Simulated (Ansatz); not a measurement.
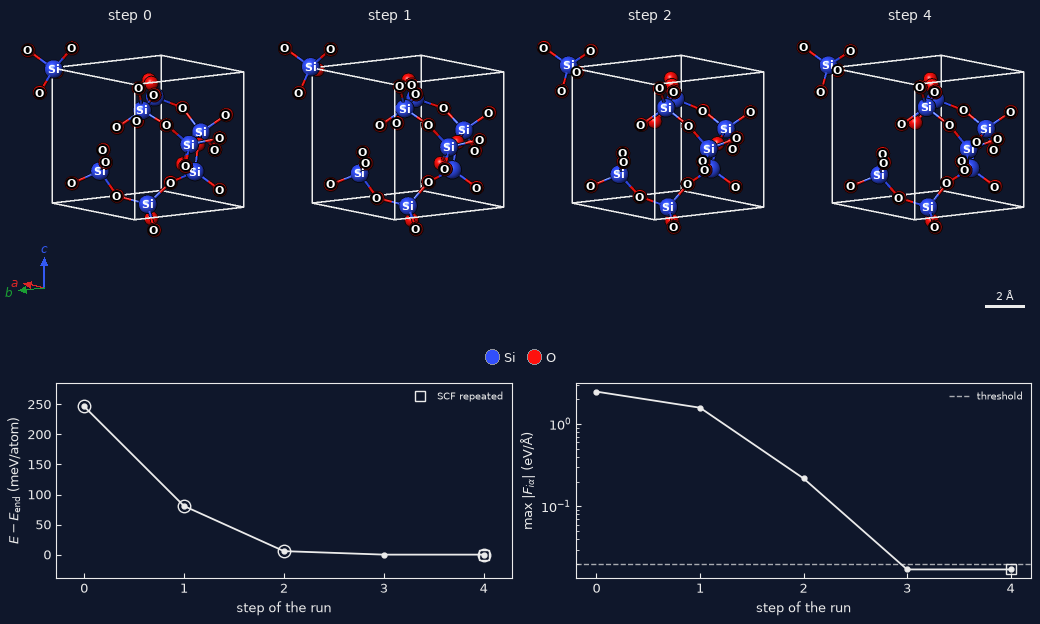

Frames of a relaxation of a crystal of SiO₂ (set up in P2_13), marked on the history of the run. Style: ball-and-stick. Shown: the cell of the calculation, from a free direction.

Level of theory: DFT, r2SCAN, plane-wave PAW, default files, scalar-relativistic (Ansatz).

The input:
```yaml
crystal:
  lattice:
    - [7.16, 0.0, 0.0]
    - [0.0, 7.16, 0.0]
    - [0.0, 0.0, 7.16]
  atoms:
    - { symbol: Si, position: [0.255, 0.255, 0.255] }
    - { symbol: Si, position: [0.245, 0.745, 0.755] }
    - { symbol: Si, position: [0.755, 0.245, 0.745] }
    - { symbol: Si, position: [0.745, 0.755, 0.245] }
    - { symbol: Si, position: [0.992, 0.992, 0.992] }
    - { symbol: Si, position: [0.508, 0.008, 0.492] }
    - { symbol: Si, position: [0.492, 0.508, 0.008] }
    - { symbol: Si, position: [0.008, 0.492, 0.508] }
    - { symbol: O, position: [0.125, 0.125, 0.125] }
    - { symbol: O, position: [0.375, 0.875, 0.625] }
    - { symbol: O, position: [0.625, 0.375, 0.875] }
    - { symbol: O, position: [0.875, 0.625, 0.375] }
    - { symbol: O, position: [0.66, 0.66, 0.062] }
    - { symbol: O, position: [0.84, 0.34, 0.562] }
    - { symbol: O, position: [0.16, 0.84, 0.938] }
    - { symbol: O, position: [0.34, 0.16, 0.438] }
    - { symbol: O, position: [0.062, 0.66, 0.66] }
    - { symbol: O, position: [0.562, 0.84, 0.34] }
    - { symbol: O, position: [0.938, 0.16, 0.84] }
    - { symbol: O, position: [0.438, 0.34, 0.16] }
    - { symbol: O, position: [0.66, 0.062, 0.66] }
    - { symbol: O, position: [0.34, 0.562, 0.84] }
    - { symbol: O, position: [0.84, 0.938, 0.16] }
    - { symbol: O, position: [0.16, 0.438, 0.34] }
kpoints:
  mp_grid: { grid: [4, 4, 4] }
scf:
  occupations: { method: fermi_dirac, width: 0.01 }
hamiltonian:
  xc: r2scan
  pseudopotentials: { kind: paw }
output:
  forces: true
  stress: true
  populations: true
  efg: { quadrupole_moments_barn: { O: -0.02558 }, contact_densities: true }
relax:
  f_tol: 0.02
  max_steps: 60
```

Command:
```bash
ansatz run input.yaml --threads 4 --pin off --max-ram 8192MiB --backend cpu --events-out ev --progress --plain --runs-dir out
```

### What happens along the run?

The largest moves, 0.34 Å, are those of Si5, Si6, Si7 and Si8. Si5 goes along [1 1 1]. By element the largest moves are Si 0.34 Å, O 0.29 Å. The cell stays as it was. Some distances before and after: Si5–O15 1.668 → 1.612 Å, Si5–O9 1.649 → 1.602 Å, Si1–O16 1.597 → 1.611 Å, Si1–O9 1.612 → 1.604 Å. Among the angles between lasting bonds that change: O9–Si5–O15 95.4° → 109.0°, Si2–O15–Si5 138.0° → 148.6°, O15–Si5–O19 119.1° → 109.9°. The space group stays P2_13 (No. 198). The energy falls by 246 meV per atom in 3 accepted moves (4 points after the start). The largest force component goes from 2.5 to 0.017 eV/Å. 1 step only repeated the SCF at the same geometry. From step 0 to 1: Si and O atoms move most (0.19 Å), energy −166 meV per atom. From step 1 to 2: O atoms move most (0.16 Å), energy −75.0 meV per atom. From step 2 to 4: O atoms move most (0.08 Å), energy −5.8 meV per atom.

```csv
step,"E − E(0), meV/atom","largest force component, eV/Å",note
0,0.00,2.4641,
1,-165.60,1.5736,
2,-240.63,0.2189,
3,-246.44,0.0173,
4,-246.44,0.0173,"same geometry, SCF repeated"
```
